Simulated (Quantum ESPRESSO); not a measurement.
# Optical response of CdS (Hawleyite), part 3 of 3

Aim: the dielectric function of CdS (Hawleyite), and the optical constants that follow from it.

Quantum ESPRESSO 7.5; DFT, PBE, plane waves with norm-conserving potentials (PseudoDojo), scalar-relativistic, independent-particle optical response without local fields and without the non-local commutator.

So far. Step 2 (Ground state): There is a gap, 1.15 eV on this mesh (points off the mesh can give less), so no carriers' term is needed.

### 5. Dielectric function

With the density converged, the vertical transitions are summed over the zone.

This step: DFT, PBE, plane waves with norm-conserving potentials (PseudoDojo), scalar-relativistic, independent-particle optical response without local fields and without the non-local commutator (Quantum ESPRESSO 7.5).

The input, epsilon.in:

```
&inputpp
  prefix = 'x'
  outdir = './tmp'
  calculation = 'eps'
/
&energy_grid
  smeartype = 'gauss'
  intersmear = 0.2
  wmin = 0.0
  wmax = 22
  nw = 500
/
```

On the command line:

```bash
mpirun -n 4 epsilon.x -nk 4 -in epsilon.in
```

The program printed:

```text
[banner, memory and clock lines left out]

     Broadcasting variables...

     IMPORTANT: XC functional enforced from input :
     Exchange-correlation= PBE
                           (   1   4   3   4   0   0   0)
     Any further DFT definition will be discarded

     G-vector sticks info

     Fermi energy [eV] is:  6.98041
     The system is a dielectric...
     metallic system: redefining wmin =     0.000000

     Performing eps calculation...

     xx,yy,zz plasmon frequences [eV] are:    16.973668040   16.973667979   16.973668179
```

Wall time 3.1 s (4 MPI ranks of Arm Neoverse V2, shared host); peak memory 0.05 GiB.

This step gave:

- electronic dielectric constant ε∞, mean over x, y and z (by symmetry where fewer were run): 7.383

Some rows of epsi_x.dat:

```text
# energy grid [eV]     epsi_x  epsi_y  epsi_z
#
    0.176352705    0.021686899    0.021686899    0.021686899
    1.234468938    1.174799230    1.174799229    1.174799231
    2.292585170    1.441545417    1.441545415    1.441545419
    3.350701403    3.911381670    3.911381667    3.911381673
    4.408817635    5.014193358    5.014193354    5.014193361
    5.466933868    6.732883557    6.732883552    6.732883562
    6.525050100    8.137171749    8.137171743    8.137171756
    7.583166333   10.106018665   10.106018658   10.106018672
    8.641282565    4.052323846    4.052323838    4.052323854
    9.699398798    2.245079874    2.245079865    2.245079885
   10.757515030    2.027780054    2.027780044    2.027780066
   11.815631263    1.726771847    1.726771835    1.726771861
   12.873747495    1.239256369    1.239256356    1.239256385
   13.931863727    1.132964638    1.132964624    1.132964657
   14.989979960    0.987354087    0.987354071    0.987354109
   16.048096192    0.783693159    0.783693141    0.783693185
   17.106212425    0.866315189    0.866315171    0.866315220
   18.164328657    0.578912857    0.578912838    0.578912894
   19.222444890    0.697752423    0.697752404    0.697752469
   20.280561122    0.586183711    0.586183695    0.586183769
   21.338677355    0.355673115    0.355673103    0.355673189
```

The Im ε, any direction has structure finer than the step of the table below, so its rows give means over 1 eV, whole bins alone (the curve runs from 0 to 22 eV). Peaks (eV: height): 1.1: 2.02, 1.9: 3.58, 3.9: 7.09, 4.2: 7.34, 5.2: 7.19, 6.0: 11.1, 7.6: 10.1.

Sum at mesh points, not converged in k; values under the direct gap are tails of Lorentzian lines. The Im ε, any direction by photon energy; means over each step:

```csv
photon energy (eV),"Im ε, any direction"
1,0.638
2,1.73
3,2.83
4,5.22
5,5.52
6,9.29
7,8.12
8,7.19
9,3.28
10,2.15
11,2.06
12,1.71
13,1.24
14,1.31
15,1.03
16,0.833
17,0.753
18,0.597
19,0.569
20,0.688
21,0.497
```

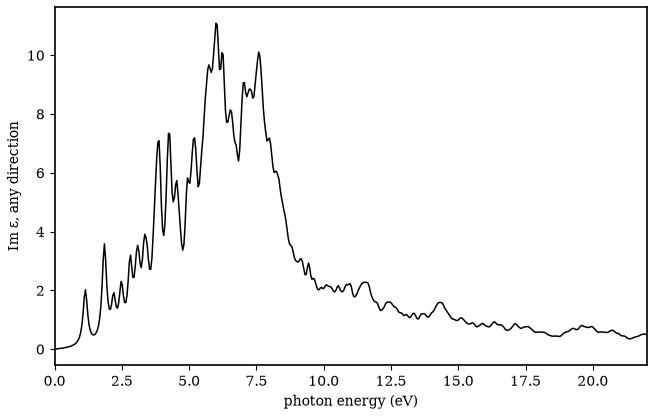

Im ε, any direction against photon energy.

The reflectivity at normal incidence, any direction has structure finer than the step of the table below, so its rows give means over 2 eV, whole bins alone (the curve runs from 0 to 22 eV). Peaks (eV: height): 3.8: 31.4, 6.3: 39.5, 8.6: 52.1, 9.5: 45.2, 11.1: 33.1, 11.8: 37.0, 12.7: 32.0.

Sum at mesh points, not converged in k. The reflectivity at normal incidence, any direction by photon energy; means over each step:

| photon energy (eV) | reflectivity at normal incidence, any direction (%) |
| --- | --- |
| 2 | 23.3 |
| 4 | 26.6 |
| 6 | 33.5 |
| 8 | 45.2 |
| 10 | 36.8 |
| 12 | 30.6 |
| 14 | 22.6 |
| 16 | 20.1 |
| 18 | 14.0 |
| 20 | 10.2 |

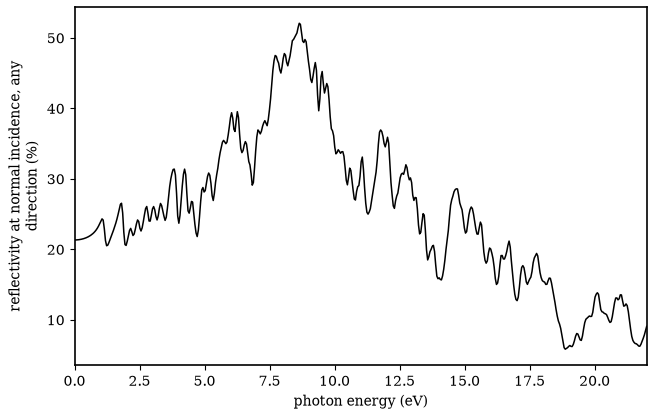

Reflectivity at normal incidence, any direction, plotted against photon energy.

The loss function −Im 1/ε at q → 0, any direction has structure finer than the step of the table below, so its rows give means over 1 eV, whole bins alone (the curve runs from 0 to 22 eV). Peaks (eV: height): 13.5: 0.944, 16.1: 1.32, 16.8: 1.55, 18.4: 1.96, 21.3: 2.01.

Sum at mesh points, not converged in k; values under the direct gap are tails of Lorentzian lines. Loss function −Im 1/ε at q → 0, any direction against energy loss; means over each step:

```
energy loss (eV)  loss function −Im 1/ε at q → 0, any direction
               1                                         0.0106
               2                                         0.0268
               3                                         0.0379
               4                                         0.0624
               5                                         0.0713
               6                                         0.0876
               7                                          0.118
               8                                          0.123
               9                                          0.204
              10                                          0.359
              11                                          0.444
              12                                          0.498
              13                                          0.720
              14                                          0.769
              15                                          0.900
              16                                           1.19
              17                                           1.32
              18                                           1.66
              19                                           1.25
              20                                           1.32
              21                                           1.67
```

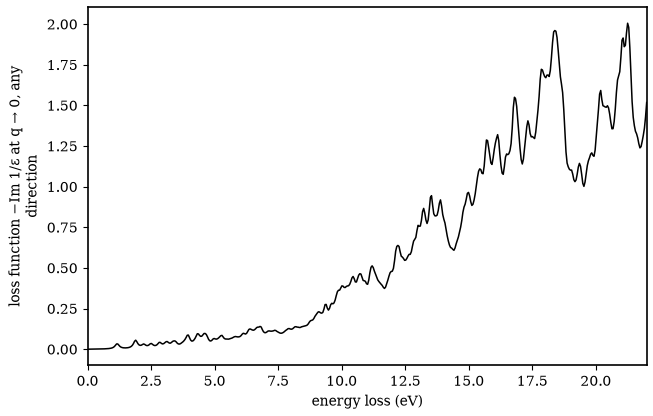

Loss function −Im 1/ε at q → 0, any direction, plotted against energy loss.

From ε follow the optical constants at some laser and lamp lines:

```csv
wavelength (nm),n,k,R (%),1/α
1550,2.81,0.038,22.6,3.2 µm
1064,2.73,0.342,22.2,248 nm
800,2.86,0.100,23.3,639 nm
633,2.60,0.375,20.6,134 nm
450,3.00,0.441,25.9,81 nm
405,2.94,0.581,25.9,55 nm
308,2.69,0.747,24.1,33 nm
```

Below the direct gap, k and the depth come from the tails of the Lorentzian lines, not from transitions.

Rows near the edge hang on the gap, which this functional as a rule makes too small, and phonon-assisted absorption is left out.

### 6. Results

| Property | Result |
| --- | --- |
| electronic dielectric constant ε∞, mean over x, y and z (by symmetry where fewer were run) (independent particles) | 7.38 |

What this shows: At this level (PBE, independent particles) CdS has ε∞ = 7.38 and n = 2.81 at 1550 nm. Excitons and phonon-assisted transitions are missing, and so are local fields; PBE gaps are as a rule too small, which pulls the onset down and ε∞ up. epsilon.x leaves out the commutator of the non-local potential, so its intensities are off, as a rule too high. The sum runs over mesh points 0.19 Å⁻¹ apart with no interpolation, so peaks are partly noise of the mesh; over so small a direct gap single mesh points weigh heavily, so ε∞, n and their changes from run to run can be far off.

[Machine, clock, banner and «Message from routine» lines are left out of the logs.]

[Logs are printed without paths, hosts, clocks, repeated set-up lines and the standing remarks that a program may print on its own settings, such as how far it seeks lower states.]

[Hosts, paths, dates, database ids (printed as entryN), source tags and the programs' standing remarks are cut or masked in the printed files.]
